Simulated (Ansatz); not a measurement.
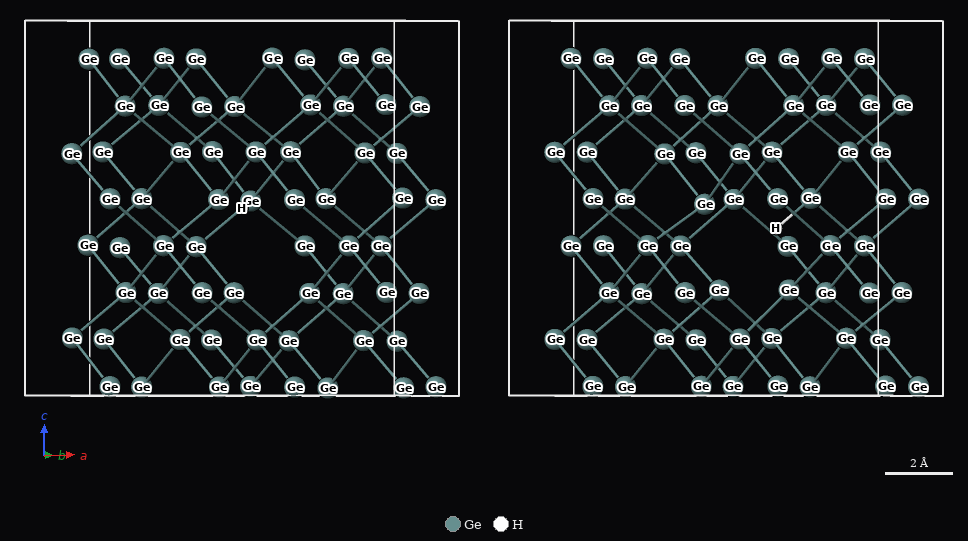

Two geometries of a defect cell of composition Ge$_{63}$H (cell charge +1), drawn at one scale. One is the start of a relaxation, the other its converged end. Style: ball-and-stick. Shown: the cell of the calculation (origin shifted), from a free direction.

All numbers below come from DFT, PBEsol, PAW, plane waves (Ansatz). Set-up: plane-wave cutoff 420 eV; k-point mesh 1 × 1 × 1; mesh shifted by (0.25, 0.25, 0.25); no spin polarisation; atoms relaxed in a fixed cell; force threshold 0.03 eV/Å; at most 80 steps.

Q: Which geometry has the lower energy?

A: The right one is the relaxed one. The largest move is that of the H atom, 1.89 Å along [3 −1 −1]. By element the largest moves are H 1.89 Å, Ge 0.22 Å. The lattice vectors keep their values. Some distances before and after: Ge–H 2.570 → 1.572 Å, Ge–Ge 2.395 → 2.508 Å, Ge–Ge 2.399 → 2.491 Å, Ge–Ge 2.418 → 2.509 Å. New bonds form, among them: Ge–H (2.57 → 1.57 Å). Among the angles between lasting bonds that change: Ge–Ge–Ge 109.3° → 114.0°, Ge–Ge–Ge 109.2° → 104.6°, Ge–Ge–Ge 110.9° → 106.5°. Over 11 geometry steps the energy falls by 2.717 eV per cell of the calculation. Largest force component: 1.2 eV/Å at the start, 0.017 eV/Å at the end.

Limits of the set-up: the cell is charged, on a uniform background, and energies carry no finite-size correction.
